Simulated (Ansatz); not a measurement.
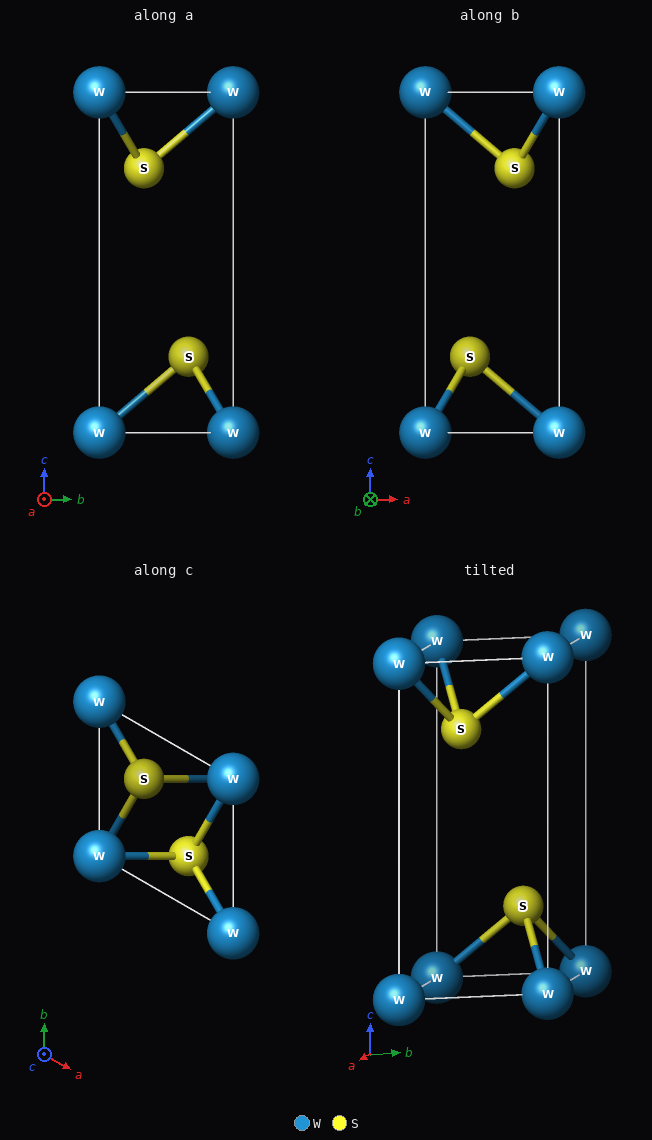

Ball-and-stick representation of a periodic structure, projected along the a axis, along the b axis, along the c axis and slightly off an axis. Lines trace the edges of the conventional unit cell.

Lattice parameters: a = 3.2110 Å, b = 3.2110 Å, c = 7.0708 Å, α = 90.000°, β = 90.000°, γ = 120.000°.

**Transcribe the picture into a CIF with its space group and independent sites, with free fractional coordinates to two decimals.**

```cif
data_structure
_symmetry_space_group_name_H-M 'P -3 m 1'
_symmetry_Int_Tables_number 164
_cell_length_a 3.2110
_cell_length_b 3.2110
_cell_length_c 7.0708
_cell_angle_alpha 90.000
_cell_angle_beta 90.000
_cell_angle_gamma 120.000
_cell_volume 63.14
loop_
_atom_site_label
_atom_site_type_symbol
_atom_site_symmetry_multiplicity
_atom_site_Wyckoff_symbol
_atom_site_fract_x
_atom_site_fract_y
_atom_site_fract_z
_atom_site_occupancy
W1 W 1 a 0.00 0.00 0.00 1
S1 S 2 d 0.3333 0.6667 0.22 1
```

It goes back to a structure type filled with these elements by a generator (whether the compound takes this form wasn't checked). Earlier steps of the study may have refined or changed the cell and positions. It was run through Ansatz as a DFT input.
